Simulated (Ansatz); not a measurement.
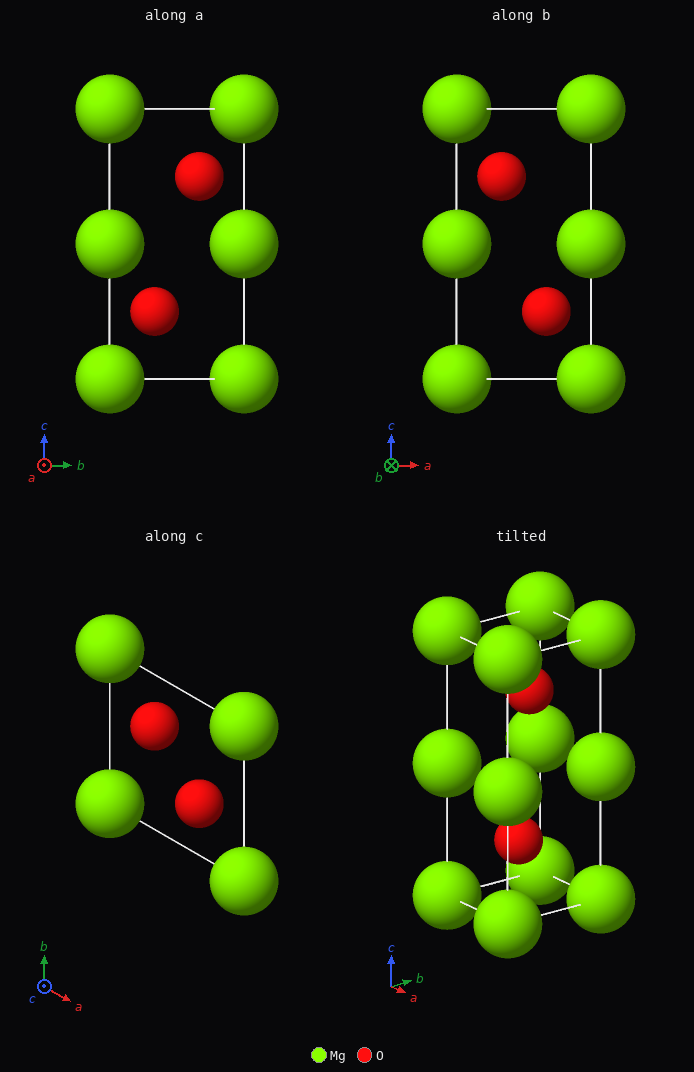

Spheres-only drawing of the structure, looking along the a axis, along the b axis, along the c axis and slightly off an axis. Thin lines show the conventional unit cell, with boundary atoms drawn in all their periodic places.

Lattice parameters: a = 2.9571 Å, b = 2.9571 Å, c = 5.1560 Å, α = 90.000°, β = 90.000°, γ = 120.000°.

**Express the structure as a CIF with its space group and independent sites.**

```cif
data_structure
_symmetry_space_group_name_H-M 'P 63/m m c'
_symmetry_Int_Tables_number 194
_cell_length_a 2.9571
_cell_length_b 2.9571
_cell_length_c 5.1560
_cell_angle_alpha 90.000
_cell_angle_beta 90.000
_cell_angle_gamma 120.000
_cell_volume 39.05
loop_
_atom_site_label
_atom_site_type_symbol
_atom_site_symmetry_multiplicity
_atom_site_Wyckoff_symbol
_atom_site_fract_x
_atom_site_fract_y
_atom_site_fract_z
_atom_site_occupancy
Mg1 Mg 2 a 0.0000 0.0000 0.0000 1
O1 O 2 d 0.3333 0.6667 0.7500 1
```

Provenance: a random cell made by a generator, so it need not be a real form of the compound. A relaxation with DFT PBE, scalar-relativistic, plane waves, PAW (Ansatz) gave the geometry drawn.
